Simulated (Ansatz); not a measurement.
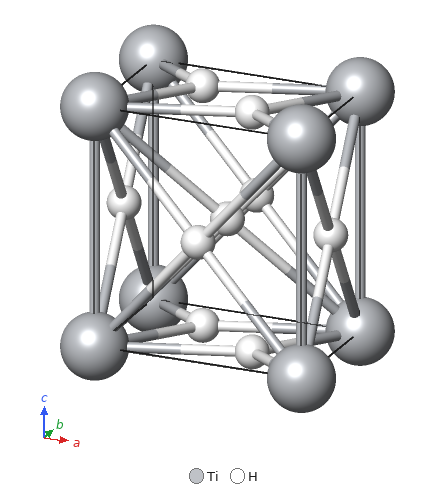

Ball-and-stick representation of a periodic structure, projected slightly off an axis. The frame is the conventional unit cell; atoms at its boundary are shown with their periodic copies. Cell: a = 3.35 Å, b = 3.35 Å, c = 2.93 Å, α = 90.00°, β = 90.00°, γ = 120.00°.

Starting structure: a structure type filled with these elements by a generator (whether the compound takes this form wasn't checked). Earlier steps of the study may have refined or changed the cell and positions. An electronic-structure calculation with Ansatz was run on it.

Notes on the structure:

Answer. The stoichiometry is TiH5. The atoms follow space group P6/mmm (No. 191); the Bravais lattice is primitive hexagonal. In terms of structure types, this is CaCu₅ type. Atoms per cell: 6 (1 Ti, 5 H). Counting contacts within bonding distance, the coordination numbers are Ti 20 and H 3 to 4 (mean 3.6). Not all metal-metal contacts are counted.

Computational set-up: DFT PBE, scalar-relativistic, plane waves, PAW (Ansatz), E_cut = 420 eV, 12×12×12 k-mesh, Gaussian smearing of 0.1 eV, no spin polarisation.

Is it a metal or an insulator at this level of theory?

Answer. A metal: bands cross the Fermi level.

What net charge does each kind of atom have (Bader)?

Answer. Ti +1.43 e; H -0.33 to -0.26 e.

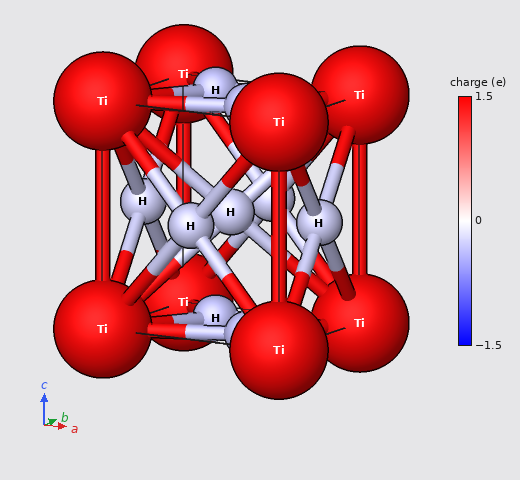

The atoms coloured by those charges. The run's cell of 6 atoms is drawn.

Is this the optimised geometry for these settings?

Answer. Yes. All forces vanish to within 0.01 eV/Å. The pressure is 0.0 GPa, close to zero.
